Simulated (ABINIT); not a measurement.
Run report: Mo, band-structure run (part 1 of 3)

The run: band-structure run of Mo (Im-3m, 1 atom in the cell). Method and program: Kohn-Sham DFT of a periodic cell, PBE, JTH PAW PBE v2.0, no spin polarisation (ABINIT 10.8.3).

The structure derives from a Materials Project entry.

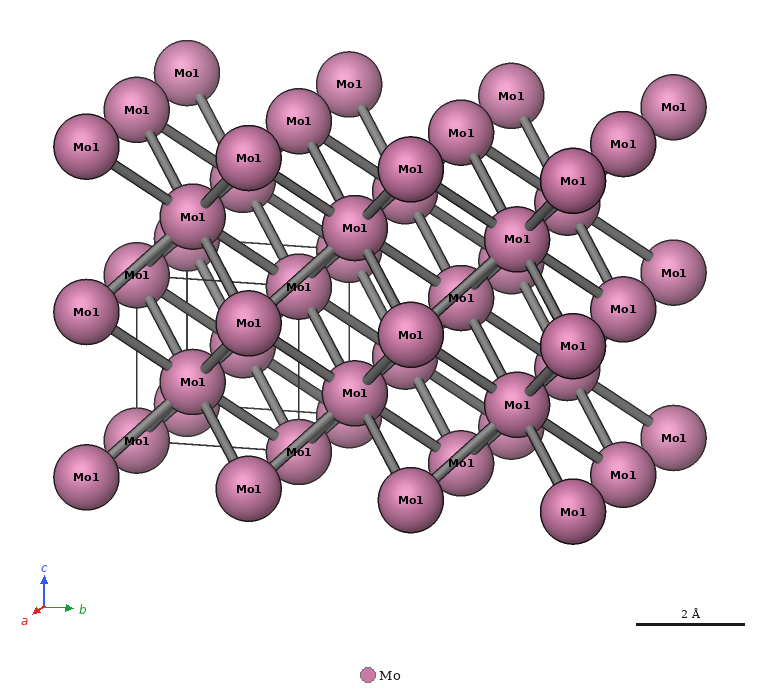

*The structure as given in the input (ball-and-stick view of the cell 2 times as large as that of the calculation, set on its symmetry axes, repeated 2 × 3 × 2, seen slightly off an axis; atoms are numbered from 1 in the order of the input). An atom can appear more than once, as a periodic image.*

Near neighbours in the periodic cell (some may lie outside the picture): Mo has 8 Mo at 2.74 Å.

**Key numbers**

| quantity | value |
| --- | --- |
| outcome | converged |
| space group (tolerance 0.01 Å) | Im-3m (229) |
| electrons treated | 14 |
| free energy | −1873.3868 eV |
| Fermi energy | 13.381 eV |
| gap on the k-point mesh | none (metallic) |
| pressure | −1.67 GPa |
| largest force (length of the vector) | under 0.001 eV/Å |
| hardware | 1 thread of Arm Neoverse V1, 24 GiB of memory available, shared host |
| wall time | 9.7 s |
| peak memory | 0.09 GiB |

**The input**
```
# Datasets: ground state, then fixed potential
ndtset 2

# Pseudopotentials
pp_dirpath "./"
pseudos "Mo.GGA_PBE-JTH.xml"

# Structure
acell 3*1.0
rprim
    -2.9929651906     2.9929651906     2.9929651906
     2.9929651906    -2.9929651906     2.9929651906
     2.9929651906     2.9929651906    -2.9929651906
ntypat 1
znucl 42
natom 1
typat 1
xred
     0.0000000000     0.0000000000     0.0000000000

# Plane-wave basis
ecut 15.0
pawecutdg 30.0
pawxcdev 0

# Exchange and correlation
ixc 11

# Bands and occupations
occopt 3
tsmear 0.05 eV

# SCF cycle
nstep 100

# Output
iomode 3
prtwf 0
prteig 0
prtebands 0
enunit 1
prtden1 1

# Dataset 1
kptopt1 1
ngkpt1 12 12 12
nshiftk1 1
shiftk1 0.0 0.0 0.0
nband1 11
tolvrs1 1.0e-9

# Dataset 2: bands along G-H-N-G-P-H
iscf2 -2
getden2 1
nband2 17
nbdbuf2 4
tolwfr2 1.0e-11
kptopt2 -5
ndivsm2 6
prteig2 1
prtvol2 -3
kptbounds2
     0.0000000000     0.0000000000     0.0000000000
     0.5000000000    -0.5000000000     0.5000000000
     0.0000000000     0.0000000000     0.5000000000
     0.0000000000     0.0000000000     0.0000000000
     0.2500000000     0.2500000000     0.2500000000
     0.5000000000    -0.5000000000     0.5000000000
```

Command:
```bash
abinit run.abi > log 2>&1
```

**What the program printed**
```
.Version 10.8.3 of ABINIT
 DATASET    1 : space group Im -3 m (#229); Bravais cI (body-center cubic)
================================================================================
 Values of the parameters that define the memory need for DATASET  1.
     intxc =       0    ionmov =       0      iscf =      17    lmnmax =      18
     lnmax =       6     mgfft =      20  mpssoang =       3    mqgrid =    3001
     natom =       1  nloc_mem =       2    nspden =       1   nspinor =       1
    nsppol =       1      nsym =      48    n1xccc =       1    ntypat =       1
    occopt =       3   xclevel =       2
       mpw =         321          nfft =        8000          nkpt =          72
 PAW method is used; the additional fine FFT grid is defined by:
   mgfftf=        27    nfftf =     19683
================================================================================
================================================================================

 DATASET    2 : space group Im -3 m (#229); Bravais cI (body-center cubic)
================================================================================
 Values of the parameters that define the memory need for DATASET  2.
     intxc =       0    ionmov =       0      iscf =      -2    lmnmax =      18
     lnmax =       6     mgfft =      20  mpssoang =       3    mqgrid =    3001
     natom =       1  nloc_mem =       2    nspden =       1   nspinor =       1
    nsppol =       1      nsym =      48    n1xccc =       1    ntypat =       1
    occopt =       3   xclevel =       2
       mpw =         321          nfft =        8000          nkpt =          35
 PAW method is used; the additional fine FFT grid is defined by:
   mgfftf=        27    nfftf =     19683
================================================================================
================================================================================

--------------------------------------------------------------------------------
------------- Echo of variables that govern the present computation ------------
--------------------------------------------------------------------------------
 -outvars: echo values of preprocessed input variables --------
            acell      1.0000000000E+00  1.0000000000E+00  1.0000000000E+00 Bohr
              amu      9.59400000E+01
             ecut      1.50000000E+01 Hartree
           enunit           1
           getden1          0
           getden2          1
             iscf1         17
             iscf2         -2
              ixc          11
           jdtset        1    2
           kptopt1          1
           kptopt2         -5
         kptrlatt       12    0    0      0   12    0      0    0   12
          kptrlen1     6.22076133E+01
          kptrlen2     3.00000000E+01
            natom           1
            nband1         11
            nband2         17
           nbdbuf1          0
           nbdbuf2          4
           ndtset           2
           ndivsm1          0
           ndivsm2          6
            ngfft          20      20      20
          ngfftdg          27      27      27
             nkpt1         72
             nkpt2         35
            nstep         100
             nsym          48
           ntypat           1
           occopt           3
        pawecutdg      3.00000000E+01 Hartree
         pawxcdev           0
        prtebands           0
           prteig1          0
           prteig2          1
           prtvol1          0
           prtvol2         -3
            prtwf           0
            rprim     -2.9929651906E+00  2.9929651906E+00  2.9929651906E+00
                       2.9929651906E+00 -2.9929651906E+00  2.9929651906E+00
                       2.9929651906E+00  2.9929651906E+00 -2.9929651906E+00
           shiftk1     0.00000000E+00  0.00000000E+00  0.00000000E+00
           shiftk2     5.00000000E-01  5.00000000E-01  5.00000000E-01
          spgroup         229
           tolvrs1     1.00000000E-09
           tolvrs2     0.00000000E+00
           tolwfr1     0.00000000E+00
           tolwfr2     1.00000000E-11
           tsmear      1.83746611E-03 Hartree
            typat      1
           useylm           1
            znucl       42.00000

================================================================================

 chkinp: Checking input parameters for consistency, jdtset=   1.

 chkinp: Checking input parameters for consistency, jdtset=   2.

================================================================================
== DATASET  1 ==================================================================

--- !DatasetInfo
iteration_state: {dtset: 1, }
dimensions: {natom: 1, nkpt: 72, mband: 11, nsppol: 1, nspinor: 1, nspden: 1, mpw: 321, }
cutoff_energies: {ecut:  15.0, pawecutdg:  30.0, }
electrons: {nelect:   1.40000000E+01, charge:   0.00000000E+00, occopt:   3.00000000E+00, tsmear:   1.83746611E-03, }
meta: {optdriver: 0, ionmov: 0, optcell: 0, iscf: 17, paral_kgb: 0, }
...

 Exchange-correlation functional for the present dataset will be:
  GGA: Perdew-Burke-Ernzerhof functional - ixc=11
  J.P.Perdew, K.Burke, M.Ernzerhof, PRL 77, 3865 (1996)

 Real(R)+Recip(G) space primitive vectors, cartesian coordinates (Bohr,Bohr^-1):
 R(1)= -2.9929652  2.9929652  2.9929652  G(1)=  0.0000000  0.1670584  0.1670584
 R(2)=  2.9929652 -2.9929652  2.9929652  G(2)=  0.1670584  0.0000000  0.1670584
 R(3)=  2.9929652  2.9929652 -2.9929652  G(3)=  0.1670584  0.1670584  0.0000000
 Unit cell volume ucvol=  1.0724202E+02 bohr^3
 Angles (23,13,12)=  1.09471221E+02  1.09471221E+02  1.09471221E+02 degrees

 Coarse grid specifications (used for wave-functions):

 getcut: wavevector=  0.0000  0.0000  0.0000  ngfft=  20  20  20
         ecut(hartree)=     15.000   => boxcut(ratio)=   2.21840

 getcut : COMMENT -
  Note that boxcut > 2.2 ; recall that boxcut=Gcut(box)/Gcut(sphere) = 2
  is sufficient for exact treatment of convolution.
  Such a large boxcut is a waste : you could raise ecut
  e.g. ecut=   18.454880 Hartrees makes boxcut=2

 Fine grid specifications (used for densities):

 getcut: wavevector=  0.0000  0.0000  0.0000  ngfft=  27  27  27
         ecut(hartree)=     30.000   => boxcut(ratio)=   2.03717

--- Pseudopotential description ------------------------------------------------
- pspini: atom type   1  psp file is ./Mo.GGA_PBE-JTH.xml
 Pseudopotential format is: paw10
 basis_size (lnmax)=  6 (lmn_size= 18), orbitals=   0   0   1   1   2   2
 Spheres core radius: rc_sph= 2.20740211
 Shapefunction is SIN type: shapef(r)=[sin(pi*r/rshp)/(pi*r/rshp)]**2
 Radius for shape functions =  1.91008465
 Compensation charge density is not taken into account in XC energy/potential

   3.87899950E+02                                ecore*ucvol(ha*bohr**3)
--------------------------------------------------------------------------------

================================================================================

--- !BeginCycle
iteration_state: {dtset: 1, }
solver: {iscf: 17, nstep: 100, nline: 4, wfoptalg: 10, }
tolerances: {tolvrs: 1.00E-09, }
...

     iter   Etot(hartree)      deltaE(h)  residm     nres2
 ETOT  1  -68.604203293554    -6.860E+01 1.471E+00 4.403E+00
 ETOT  2  -68.847278594610    -2.431E-01 3.408E-02 5.061E-01
 ETOT  3  -68.845570618612     1.708E-03 2.104E-02 5.656E-02
 ETOT  4  -68.845674580889    -1.040E-04 4.212E-03 6.216E-03
 ETOT  5  -68.845694411502    -1.983E-05 3.056E-03 2.698E-05
 ETOT  6  -68.845695165613    -7.541E-07 7.197E-04 1.677E-06
 ETOT  7  -68.845695192798    -2.719E-08 4.331E-04 1.632E-07
 ETOT  8  -68.845695195840    -3.042E-09 3.920E-04 1.029E-09
 ETOT  9  -68.845695195836     3.709E-12 3.107E-04 5.702E-11

 At SCF step    9       nres2   =  5.70E-11 < tolvrs=  1.00E-09 =>converged.

 Cartesian components of stress tensor (hartree/bohr^3)
  sigma(1 1)=  5.67549952E-05  sigma(3 2)=  0.00000000E+00
  sigma(2 2)=  5.67549952E-05  sigma(3 1)=  0.00000000E+00
  sigma(3 3)=  5.67549952E-05  sigma(2 1)=  0.00000000E+00

--- !ResultsGS
iteration_state: {dtset: 1, }
comment   : Summary of ground state results
lattice_vectors:
- [ -2.9929652,   2.9929652,   2.9929652, ]
- [  2.9929652,  -2.9929652,   2.9929652, ]
- [  2.9929652,   2.9929652,  -2.9929652, ]
lattice_lengths: [   5.18397,    5.18397,    5.18397, ]
lattice_angles: [109.471, 109.471, 109.471, ] # degrees, (23, 13, 12)
lattice_volume:   1.0724202E+02
convergence: {deltae:  3.709E-12, res2:  5.702E-11, residm:  3.107E-04, diffor: null, }
etotal    :  -6.88456952E+01
entropy   :   0.00000000E+00
fermie    :   4.91740389E-01
cartesian_stress_tensor: # hartree/bohr^3
- [  5.67549952E-05,   0.00000000E+00,   0.00000000E+00, ]
- [  0.00000000E+00,   5.67549952E-05,   0.00000000E+00, ]
- [  0.00000000E+00,   0.00000000E+00,   5.67549952E-05, ]
pressure_GPa:  -1.6698E+00
xred      :
- [  0.0000E+00,   0.0000E+00,   0.0000E+00, Mo]
cartesian_forces: # hartree/bohr
- [ -0.00000000E+00,  -0.00000000E+00,  -0.00000000E+00, ]
force_length_stats: {min:   0.00000000E+00, max:   0.00000000E+00, mean:   0.00000000E+00, }
...

 Integrated electronic density in atomic spheres:
 ------------------------------------------------
 Atom  Sphere_radius  Integrated_density
    1        2.20740         11.29277547

================================================================================

 ----iterations are completed or convergence reached----

 Mean square residual over all n,k,spin=   74.771E-08; max=  31.066E-05
 reduced coordinates (array xred) for    1 atoms
       0.000000000000      0.000000000000      0.000000000000
 rms dE/dt=  0.0000E+00; max dE/dt=  0.0000E+00; dE/dt below (all hartree)
    1       0.000000000000      0.000000000000      0.000000000000

 cartesian coordinates (angstrom) at end:
    1      0.00000000000000     0.00000000000000     0.00000000000000

 cartesian forces (hartree/bohr) at end:
    1     -0.00000000000000    -0.00000000000000    -0.00000000000000
 frms,max,avg= 0.0000000E+00 0.0000000E+00   0.000E+00  0.000E+00  0.000E+00 h/b

 cartesian forces (eV/Angstrom) at end:
    1     -0.00000000000000    -0.00000000000000    -0.00000000000000
 frms,max,avg= 0.0000000E+00 0.0000000E+00   0.000E+00  0.000E+00  0.000E+00 e/A
 length scales=  1.000000000000  1.000000000000  1.000000000000 bohr
              =  0.529177210544  0.529177210544  0.529177210544 angstroms
 Fermi (or HOMO) energy (eV) =  13.38094   Average Vxc (eV)= -12.62350
 Eigenvalues (   eV  ) for nkpt=  72  k points:
 kpt#   1, nband= 11, wtk=  0.00058, kpt=  0.0000  0.0000  0.0000 (reduced coord)
 -47.86850  -21.16302  -21.16302  -21.16302    6.24028   12.09767   12.09767   12.09767
  15.05781   15.05781   28.38047
 prteigrs : prtvol=0 or 1, do not print more k-points.

--- !EnergyTerms
iteration_state     : {dtset: 1, }
comment             : Components of total free energy in Hartree
kinetic             :  9.61774751729743E+00
hartree             :  1.03206881071921E+01
xc                  : -3.84691996977819E+00
Ewald energy        : -5.95805255557276E+01
psp_core            :  3.61705185333729E+00
local_psp           : -3.74903912001898E+01
PAW spherical_terms :  8.51674480887488E+00
internal            : -6.88456044389939E+01
'-kT*entropy'       : -9.40152744411444E-05
total_energy        : -6.88456984542683E+01
total_energy_eV     : -1.87338689201343E+03
...

--- !EnergyTermsDC
iteration_state     : {dtset: 1, }
comment             : '"Double-counting" decomposition of free energy'
band_energy         : -5.96207104720508E+00
Ewald energy        : -5.95805255557276E+01
psp_core            :  3.61705185333729E+00
xc_dc               : -9.14895572937718E+00
PAW spherical_terms :  2.22889929841088E+00
internal            : -6.88456011805617E+01
'-kT*entropy'       : -9.40152744411444E-05
total_energy_dc     : -6.88456951958362E+01
total_energy_dc_eV  : -1.87338680334698E+03
...

--- !EnergyTermsWithPAWCore
iteration_state     : {dtset: 1, }
comment             : 'Components of total free energy, including PAW core contributions'
Total energy        : -4.04902071093889E+03
Total energy DC     : -4.04902070768045E+03
Total energy (eV)   : -1.10179466483335E+05
Total energy DC (eV): -1.10179466394668E+05
...

 Cartesian components of stress tensor (hartree/bohr^3)
  sigma(1 1)=  5.67549952E-05  sigma(3 2)=  0.00000000E+00
  sigma(2 2)=  5.67549952E-05  sigma(3 1)=  0.00000000E+00
  sigma(3 3)=  5.67549952E-05  sigma(2 1)=  0.00000000E+00
```
